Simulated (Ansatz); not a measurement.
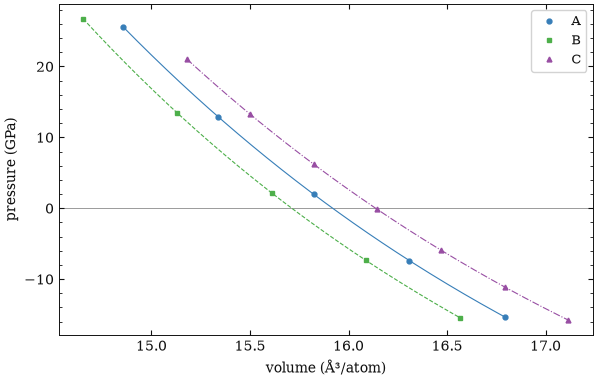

The figure shows the pressure against volume, with one curve for each functional, for W (space group Im-3m). The labels are replaced by letters. In alphabetical order the cases are: HSE06; PBE; r2SCAN.

Calculation (Ansatz 0.2.0 development build): equation of state of a cubic crystal from periodic Kohn-Sham density functional theory without spin, third-order Birch-Murnaghan fit to the free energies; pressure corrected for the finite basis.

structure type bcc; atoms in cell 1; space group number 229; lattice centring body-centred primitive; occupation method Fermi–Dirac; datasets soft-1 PAW; density tolerance 1e−07 eV; bands 11; density cutoff ratio 4; search for lower states default.

> Which letter stands for which functional?

A: r2SCAN; B: HSE06; C: PBE.

Keep in mind: coarse k-mesh, values are not converged in k (HSE06); modest k-mesh, values are not fully converged in k (PBE).
